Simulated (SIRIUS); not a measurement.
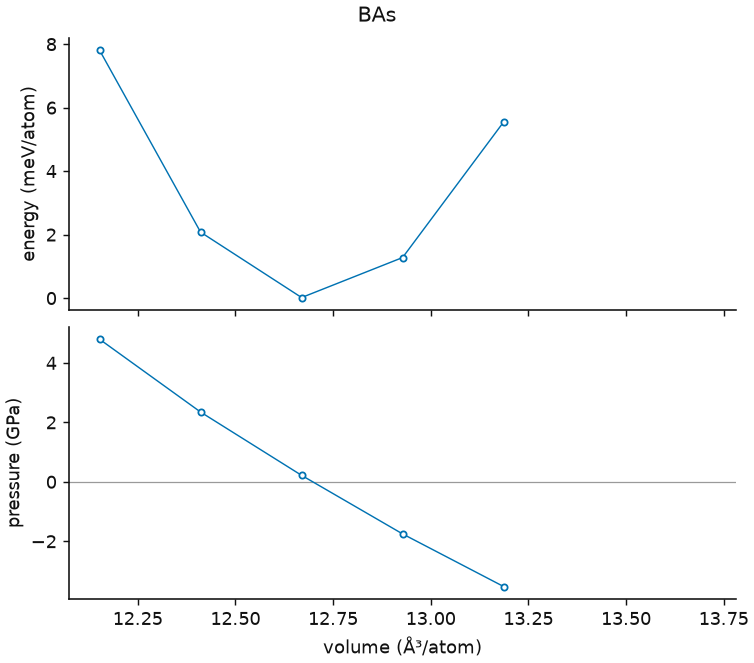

Plotted: energy and pressure against volume for BAs, space group Pm-3m (No. 221) (cell built by us, not taken from a database).

Structure:
```yaml
crystal:
  lattice:
    - [2.95701, 0.00000, 0.00000]
    - [0.00000, 2.95701, 0.00000]
    - [0.00000, 0.00000, 2.95701]
  atoms:
    - { symbol: B, position: [0.50000, 0.50000, 0.50000] }
    - { symbol: As, position: [0.00000, 0.00000, 0.00000] }
```

Method: plane-wave DFT, no spin polarisation; energies at scaled volumes of the given cell, shape and fractions fixed, counted from the fit's minimum, third-order Birch-Murnaghan fit (SIRIUS 7.10.0). Level: PBE.

k mesh 9×9×9; occupations Fermi–Dirac; smearing width 0.05 eV; potentials dojo sr pbe 0.4.1 standard; wave cutoff 1152 eV; density cutoff 4606 eV.

The points at volume 13.45 Å³/atom and 13.70 Å³/atom are left out of the plot. What values does the calculation give there?

```json
{"volume (Å³/atom)": "13.45", "energy (meV/atom)": "12.55", "pressure (GPa)": "-5.14"}
{"volume (Å³/atom)": "13.70", "energy (meV/atom)": "22.04", "pressure (GPa)": "-6.61"}
```
